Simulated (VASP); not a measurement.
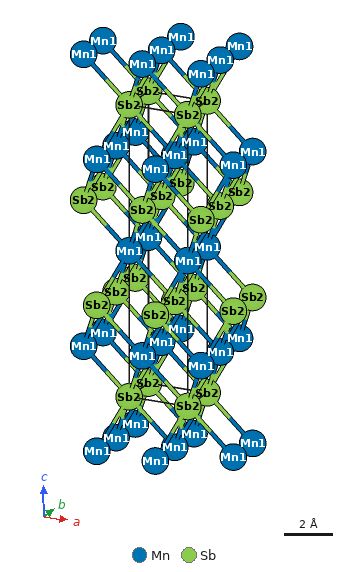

This is the input geometry for a relaxation of a crystal of MnSb (a generated structure, set up in R-3m). The picture is a ball-and-stick view of the conventional cell (3 times the calculation's cell), seen slightly off an axis. Lengths and directions refer to the drawn axes.

The run lets cell and atoms move.

Computed with Kohn-Sham DFT of a periodic cell, PBE, VASP PAW PBE potentials, recommended in VASP 6.6.1.

Input
```
SYSTEM = MnSb
PREC = Accurate
ENCUT = 600
EDIFF = 1E-6
ISMEAR = 0
SIGMA = 0.05
LREAL = .False.
LASPH = .True.
NELM = 100
ALGO = Fast
ISIF = 3
LWAVE = .False.
LCHARG = .False.
ISPIN = 2
MAGMOM = 4 0
LORBIT = 11
LMAXMIX = 4
GGA = PE
IBRION = 2
NSW = 40
EDIFFG = -0.01
```

Launched with:
```bash
cat potpaw_PBE.64/Mn_pv/POTCAR potpaw_PBE.64/Sb/POTCAR > POTCAR
mpirun -np 1 vasp_std > vasp.out
```

The structure:
```
CELL_PARAMETERS angstrom
1.70791 0.98606 4.15575
-1.70791 0.98606 4.15575
0.00000 -1.97212 4.15575
ATOMIC_POSITIONS crystal
Mn 0.50000 0.50000 0.50000
Sb 0.00000 0.00000 0.00000
```

Predict the outcome.

The atoms keep their places relative to the cell (all moves are under 0.005 Å). The drawn cell changes as follows: a = b 3.416 → 3.930 Å (+15.1 %), c 12.467 → 9.689 Å (−22.3 %); the volume changes by +2.9 %. Among the contacts that change: Mn1–Sb2 2.865 → 2.785 Å. Among the angles between lasting bonds that change: Sb2–Mn1–Sb2 73.2° → 89.8°, Mn1–Sb2–Mn1 73.2° → 89.8°, Sb2–Mn1–Sb2 106.8° → 90.2°. The space group stays R-3m (No. 166). After 10 geometry steps the energy has fallen by 0.289 eV per cell of the calculation. All forces vanish by symmetry, so only the cell relaxes. The pressure goes from −1.88 to 0.02 GPa.

After the run, drawn alike:

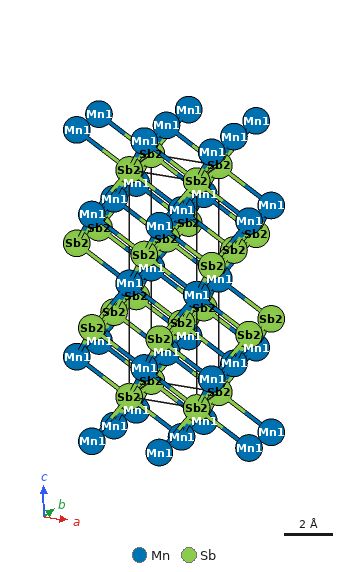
